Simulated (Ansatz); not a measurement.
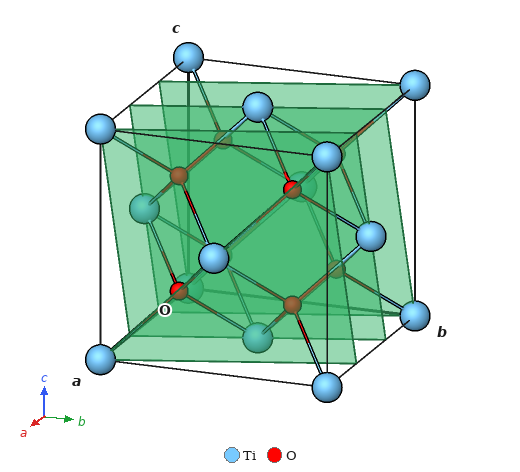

Every member of one family of equally spaced planes, hx + ky + lz = a whole number, that cuts the unit cell is shaded (one member passes through the origin O). Crystal: TiO₂, the input geometry of an electronic-structure calculation (not necessarily at equilibrium); the starting structure was generated, so it need not be a known form of this composition. Geometry calculated from the standardised cell; symmetry tolerance 0.002 Å.

a = 4.794 Å, b = 4.794 Å, c = 4.794 Å, α = 90.00°, β = 90.00°, γ = 90.00°.

**Which (hkl) family is drawn?**

(3 1 −1); the opposite sign names the same planes. The member next to the origin meets the axes a at 1/3, b at 1, c at −1.

**What is the spacing?**

d = 1.445 Å.

**Which atoms of the cell lie in these planes (within 0.03 Å)?**

all 4 Ti.
